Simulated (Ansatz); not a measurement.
## Electronic structure of Si7C in real space

Input

```
crystal:
  lattice:
    - [1.8329049272, -3.1746844594, 0.0]
    - [0.0, 0.0, -6.0701859011]
    - [5.4987147816, 3.1746844594, 0.0]
  atoms:
    - { symbol: Si, position: [0.5, 0.9369533536, 0.1666666667] }
    - { symbol: C, position: [0.0, 0.9369533536, 0.6666666667] }
    - { symbol: Si, position: [0.0, 0.4369533536, 0.3333333333] }
    - { symbol: Si, position: [0.5, 0.4369533536, 0.8333333333] }
    - { symbol: Si, position: [0.5, 0.5630466464, 0.1666666667] }
    - { symbol: Si, position: [0.0, 0.5630466464, 0.6666666667] }
    - { symbol: Si, position: [0.0, 0.0630466464, 0.3333333333] }
    - { symbol: Si, position: [0.5, 0.0630466464, 0.8333333333] }
basis:
  ecutwfc: 500
kpoints:
  mp_grid: { grid: [8, 6, 6] }
hamiltonian:
  xc: r2scan
scf:
  occupations: { method: gaussian, width: 0.02 }
output:
  forces: true
  stress: true
  eigenvalues: true
  write_density: true
  write_potential: true
  elf: true
  volumetric_format: npy
relax:
  adjacent_minimum: "off"
  f_tol: 0.015
  max_steps: 60
  cell: { stress_tol: 0.15 }
```

Launched as:

```sh
ansatz run input.yaml --threads 1 --pin off --max-ram 2560MiB --backend cpu --events-out ev --progress --plain --runs-dir out
```

Below, planes, directions and counts refer to the conventional cell (a = 6.04 Å, b = 3.62 Å, c = 6.34 Å, α = 90.00°, β = 90.41°, γ = 90.00°).

The fields are those of the run's last geometry, not of the input's.

Space group Pm; a structure from a database of computed crystals, not necessarily the ambient phase.

Level of theory: Ansatz 0.2.0, DFT r2SCAN, scalar-relativistic, plane waves, PAW.

In a PAW calculation such maps are meaningful between the atoms, not at the nuclei.

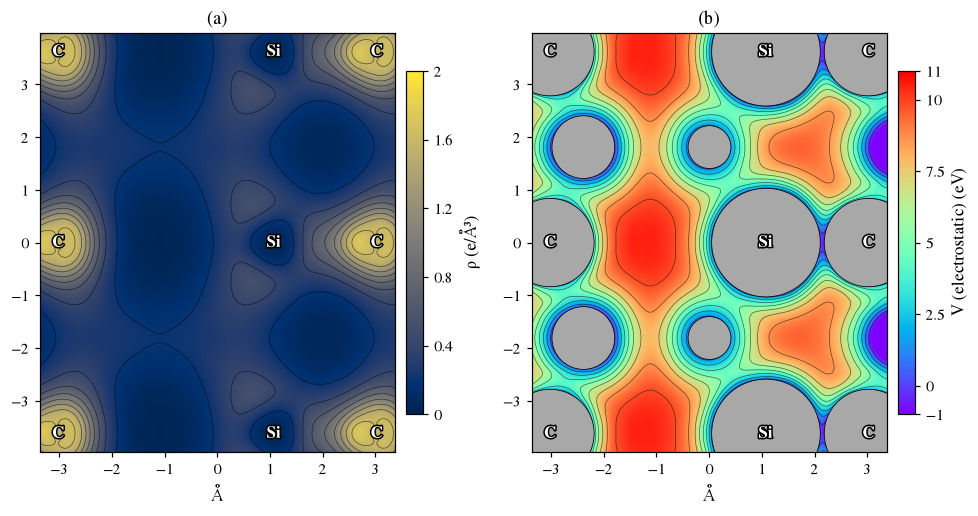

Figure 1. (a) valence charge density (pseudo); (b) electrostatic potential energy of an electron on the (001) plane of the conventional cell. Grey discs cover the atomic cores in the potential map.

Read the bonding off the picture.

Answer. The section cuts through C and Si sites. Atoms just off the plane (Si, 0.8 Å away) can leave unmarked features too. Si–C (1.94 Å): ρ is about 0.81 e/Å³ halfway. Between the atoms the lowest density in this plane is 0.04 e/Å³. Outside the cores the potential energy rises away from the atoms and is highest about 1.9 Å from the nearest atoms; its zero is arbitrary.

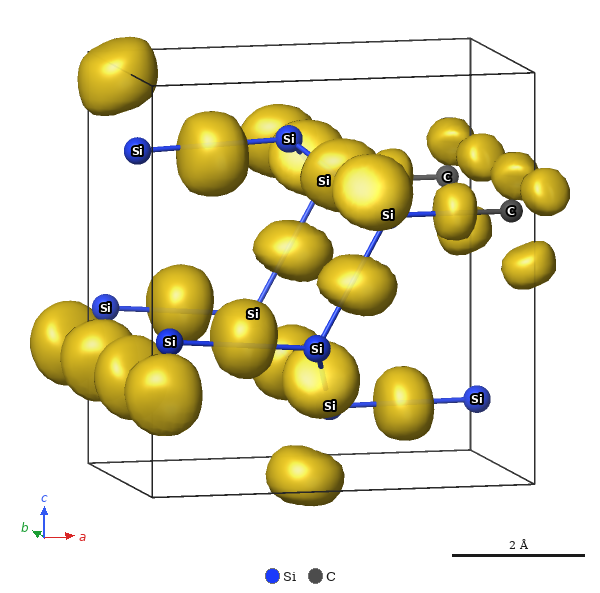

Figure 2. Isosurface of the electron localisation function at 0.85 (yellow), seen slightly off an axis. Core shells and regions of very low density are left out. Sticks mark near contacts.

Identify the bonds, lone pairs and shells in this picture.

Answer. The surface consists of four regions between bonded C–Si atoms and twelve regions between bonded Si–Si atoms, counted in one cell of 8 atoms. Any copies at cell faces, edges or corners count once. Along the contacts the grid gives the following. Si–C (1.94 Å): the ELF peaks at about 0.95 between the atoms. Si–Si (2.27 Å): the ELF peaks at about 0.95 between the atoms.

Metal or insulator at this level of theory?

Answer. It is metallic or semimetallic at this level of theory: no gap opens.
